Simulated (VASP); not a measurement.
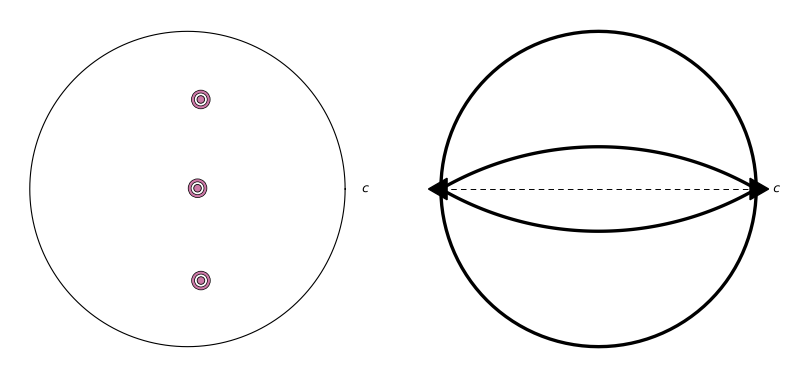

Stereographic projection: filled dots lie in the upper hemisphere, open rings in the lower; heavy lines are mirror planes (a heavy rim: a mirror in the plane of the page); lens, triangle, square and hexagon are 2-, 3-, 4- and 6-fold axes, a lens in an open square is −4, a triangle in an open hexagon −6; thin dashed diameters join the ends of axes that lie in the page; a small open circle marks inversion. The a axis points at the viewer. Left: one general form; right: the symmetry elements. Computed from the symmetry operations of a computed or model structure of composition Cd2S.

> Which point group is this?

3m (C3v), order 6, trigonal system: one threefold axis, three mirror planes.

> Can such a crystal be piezoelectric, pyroelectric or chiral?

It is not centrosymmetric; polar, so pyroelectricity and piezoelectricity are allowed; it is not chiral.
